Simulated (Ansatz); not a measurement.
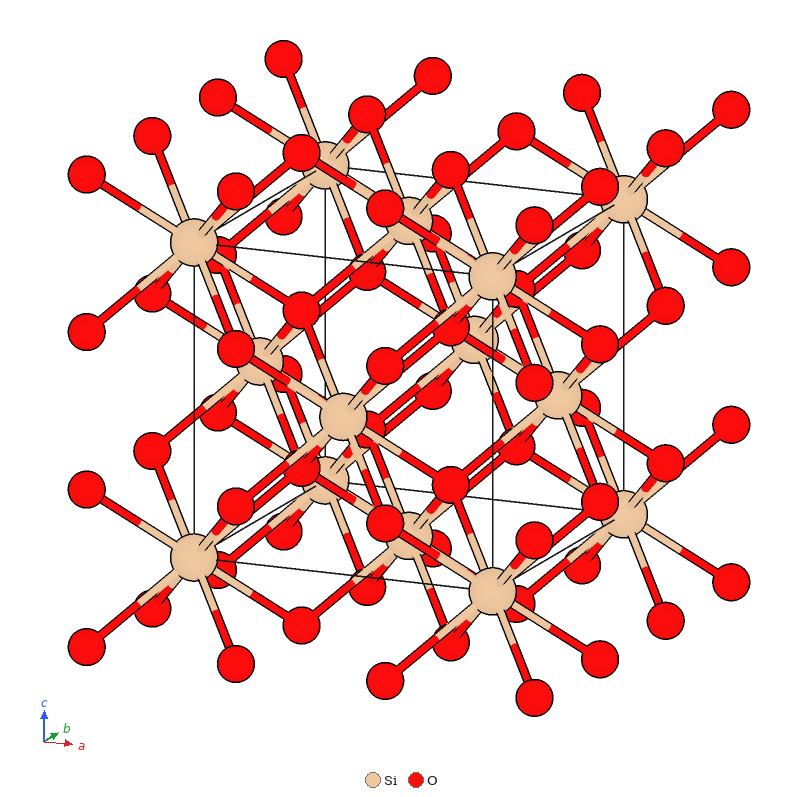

Ball-and-stick representation of a periodic structure, projected slightly off an axis. Lines trace the edges of the conventional unit cell. A few atoms beyond the faces are included.

SiO₂, space group Fm-3m (No. 225), a = 4.53 Å, b = 4.53 Å, c = 4.53 Å, α = 90.00°, β = 90.00°, γ = 90.00°.

Calculation details: Ansatz, DFT r2SCAN, scalar-relativistic, plane waves, PAW; a basis cut at 500 eV, k-points about 0.24 Å⁻¹ apart, Gaussian smearing of 0.02 eV, no spin polarisation.

What is the band gap, if any?

Answer. A semiconductor at this level, with a gap of 2.71 eV.

What is the computed pressure?

Answer. The computed pressure is 0.0 GPa, close to zero.

The structure comes from a structure listed in the Materials Project, with elements exchanged, so it need not be a known form of the compound. Earlier steps of the study may have refined or changed the cell and positions. It went into a calculation with Ansatz.
